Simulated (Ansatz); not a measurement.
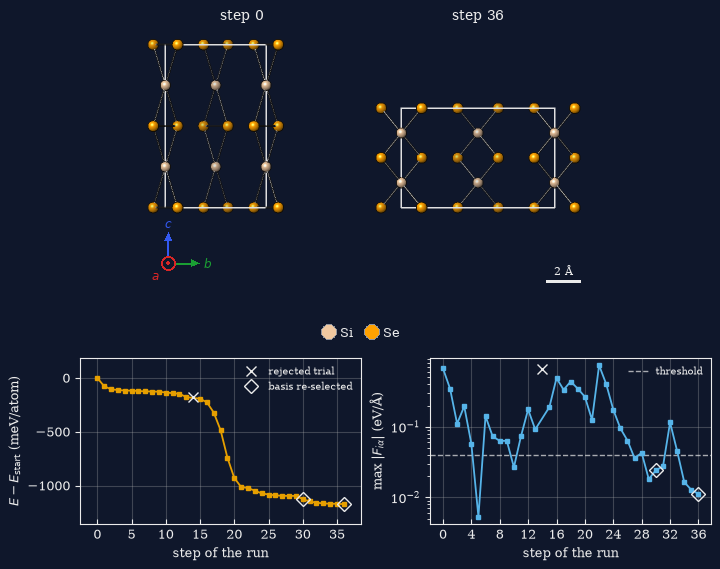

First and last geometry of a relaxation of crystalline SiSe2 (set up in Ibam) (coarse preliminary run), with the history of the run. The picture is a ball-and-stick view of the conventional cell (2 times the calculation's cell), seen along the a axis. Lengths and directions refer to the drawn axes.

Computed with DFT PBE, scalar-relativistic, plane waves, PAW in Ansatz 0.2.0. (plane-wave cutoff 420 eV; k-point mesh 4 × 4 × 4; occupations gaussian; smearing width 0.1 eV; no spin polarisation; cell and atoms relaxed; force threshold 0.04 eV/Å; at most 70 steps)

> What do the curves and the structures tell?

It converged. The largest moves relative to the cell, 0.31 Å, are those of Se atoms. Si stays in place. The volume changes by +24.3 %, with a 5.760 → 7.716 Å (+34.0 %), b 6.030 → 9.178 Å (+52.2 %), c 9.760 → 5.952 Å (−39.0 %). Some distances before and after: Si–Si 4.880 → 2.976 Å, Se–Se 3.065 → 4.775 Å, Se–Se 3.273 → 4.424 Å, Se–Se 2.747 → 3.509 Å. Among the angles between lasting bonds that change: Si–Se–Si 121.3° → 80.6°, Se–Si–Se 58.7° → 99.4°, Se–Si–Se 149.8° → 116.4°. The space group stays Ibam (No. 72). The energy falls by 1172 meV per atom in 33 accepted moves (36 points after the start). Largest force component: 0.67 eV/Å at the start, 0.011 eV/Å at the end. The pressure goes from −3.52 to 0.19 GPa. The line search rejected the trial step at point 14 of the run. The SCF was repeated twice at an unchanged geometry on a basis and grid sized afresh for the cell, which shifted the energy by 29.7 meV per atom at most.
